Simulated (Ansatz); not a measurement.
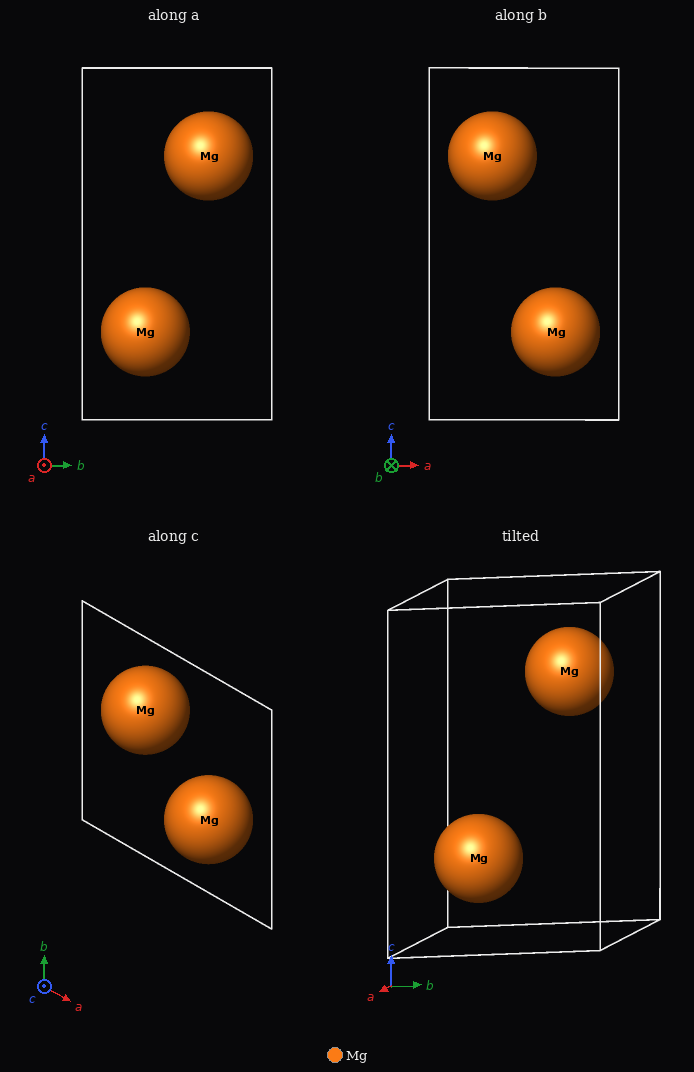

View along the a axis, along the b axis, along the c axis and slightly off an axis, drawn as a spheres-only model. Atoms at the boundary of the unit cell (the box) are drawn once for each face, edge or corner they touch.

Lattice parameters: a = 3.2246 Å, b = 3.2262 Å, c = 5.1834 Å, α = 89.944°, β = 90.112°, γ = 119.984°.

Question: Transcribe the picture into a CIF in P1 with every atom of the cell.

Answer:
```cif
data_structure
_symmetry_space_group_name_H-M 'P 1'
_symmetry_Int_Tables_number 1
_cell_length_a 3.2246
_cell_length_b 3.2262
_cell_length_c 5.1834
_cell_angle_alpha 89.944
_cell_angle_beta 90.112
_cell_angle_gamma 119.984
_cell_volume 46.71
loop_
_atom_site_label
_atom_site_type_symbol
_atom_site_fract_x
_atom_site_fract_y
_atom_site_fract_z
_atom_site_occupancy
Mg1 Mg 0.3333 0.6667 0.7500 1
Mg2 Mg 0.6666 0.3333 0.2500 1
```

Starting structure: a structure type filled with this element by a generator (whether the element takes this form wasn't checked). Earlier steps of the study may have refined or changed the cell and positions. A calculation with Ansatz used it as input.
